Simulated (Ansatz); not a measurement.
Ga₃As₂P

Input file:

```
crystal:
  lattice:
    - [-2.0038100036, 2.0038100036, 8.4822675112]
    - [2.0038100036, -2.0038100036, 8.4822675112]
    - [2.0038100036, 2.0038100036, -8.4822675112]
  atoms:
    - { symbol: Ga, position: [0.8292946592, 0.8292946592, 0.0] }
    - { symbol: Ga, position: [0.5, 0.5, 0.0] }
    - { symbol: Ga, position: [0.1707053408, 0.1707053408, 0.0] }
    - { symbol: P, position: [0.25, 0.75, 0.5] }
    - { symbol: As, position: [0.5853169985, 0.0853169985, 0.5] }
    - { symbol: As, position: [0.9146830015, 0.4146830015, 0.5] }
basis:
  ecutwfc: 420
kpoints:
  mp_grid: { grid: [12, 12, 12] }
hamiltonian:
  xc: pbe
scf:
  occupations: { method: gaussian, width: 0.02 }
output:
  forces: true
  stress: true
  eigenvalues: true
  write_density: true
  write_potential: true
  elf: true
  volumetric_format: npy
relax:
  adjacent_minimum: "off"
  f_tol: 0.01
  max_steps: 80
  cell: { stress_tol: 0.05 }
```

Launched as:

```sh
ansatz run input.yaml --threads 1 --pin off --max-ram 2560MiB --backend cpu --events-out ev --progress --plain --runs-dir out
```

Below, planes, directions and counts refer to the conventional cell (a = 4.00 Å, b = 4.00 Å, c = 17.01 Å, α = 90.00°, β = 90.00°, γ = 90.00°).

The fields are those of the run's last geometry, not of the input's.

Space group I-4m2; a structure generated by program, which may or may not match a known phase.

Method: DFT PBE, scalar-relativistic, plane waves, PAW in Ansatz 0.2.0.

Core electrons are frozen (PAW), and the valence fields are smoothed inside the atomic spheres.

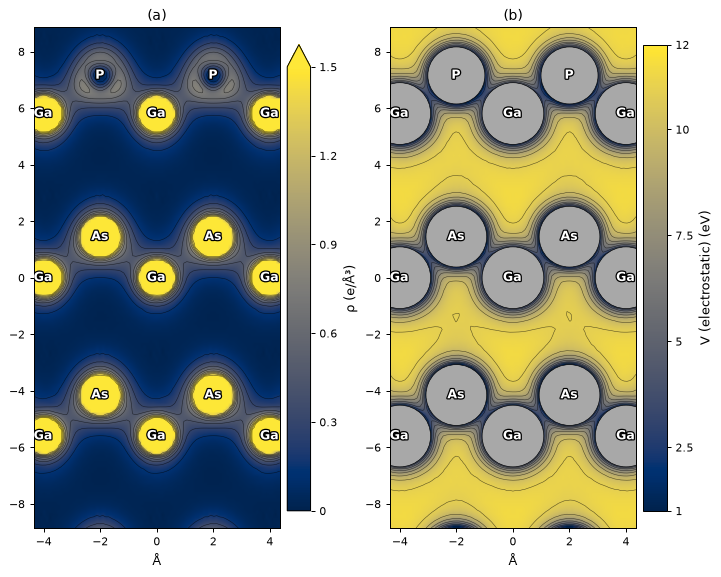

Figure 1. (a) valence electron density; (b) electrostatic potential energy of an electron on the (010) plane of the conventional cell. Grey discs cover the atomic cores in the potential map.

Question: Interpret the plot.

Answer:
- Atoms in the plane: Ga, P and As.
- Ga–P (2.41 Å): ρ at the midpoint is about 0.5 e/Å³.
- Ga–As (2.47 Å): ρ is about 0.48 e/Å³ halfway.
- Between the atoms the lowest density in this plane is 0.002 e/Å³.
- Outside the cores the potential energy rises away from the atoms and is highest about 2.4 Å from the nearest atoms; its zero is arbitrary.

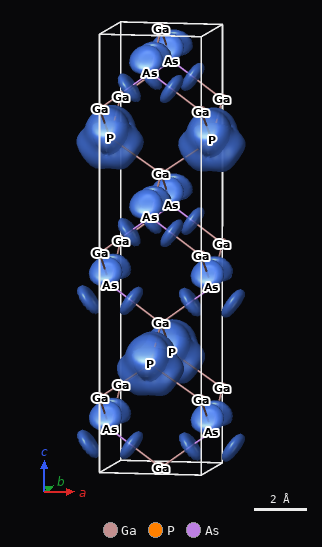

Figure 2. Isosurface of the ELF at 0.7 (blue), seen slightly off an axis. Only the valence region is drawn (cores and ρ < 0.01 e/Å³ removed). Sticks mark near contacts.

Question: What do the ELF domains correspond to?

Answer: The ELF exceeds this value in 16 regions between bonded As–Ga atoms (shared pairs) and two regions on P in which the atom's valence shell and bonds are merged, counted in one cell of 12 atoms. Any copies at cell faces, edges or corners count once. Along the contacts the grid gives the following. Ga–P (2.41 Å): the ELF peaks at about 0.90 in the valence shell of P, 0.9 Å from its nucleus, and is about 0.75 at the midpoint. Ga–As (2.47 Å): the ELF peaks at about 0.80 between the atoms; localised, covalent bonding.

Question: Does the calculation make it a metal, or give it a gap?

Answer: It is gapped, with a Kohn–Sham gap of 0.58 eV on the k-point mesh (the band edges may lie off the mesh, which would make the gap smaller).
